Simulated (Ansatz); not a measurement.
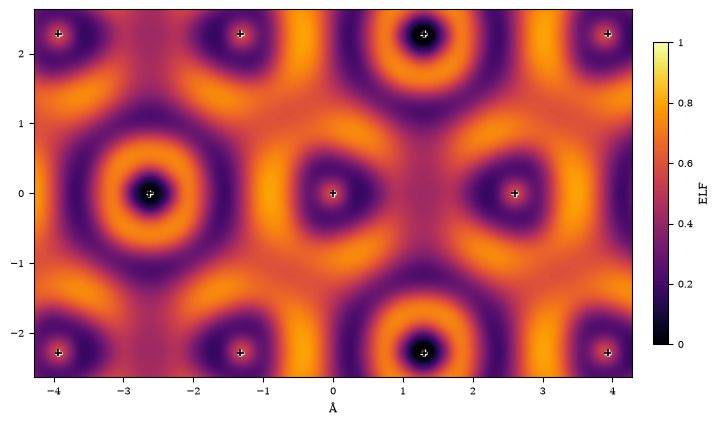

The ELF on a plane through atoms (crosses mark nuclei in the plane).

Method: DFT PBE, scalar-relativistic, plane waves, PAW in Ansatz 0.2.0.

Candidates:
A. Ti3Al11 (slab), a = 3.85 Å, b = 3.85 Å, c = 27.93 Å, α = 90.00°, β = 90.00°, γ = 90.00°. Computed without spin polarisation.
B. Si2W, a = 3.23 Å, b = 3.23 Å, c = 7.87 Å, α = 90.00°, β = 90.00°, γ = 90.00°. Space group I4/mmm.
C. ZrN, a = 4.59 Å, b = 4.59 Å, c = 4.59 Å, α = 90.00°, β = 90.00°, γ = 90.00°. Space group Fm-3m; computed without spin polarisation.

### Which candidate gave the map?

Candidate B: Si2W on the (110) plane of the conventional cell, which holds Si and W. Si–W (2.63 Å): the ELF peaks at about 0.75 in the valence shell of Si, 0.9 Å from its nucleus, and is about 0.45 at the midpoint.
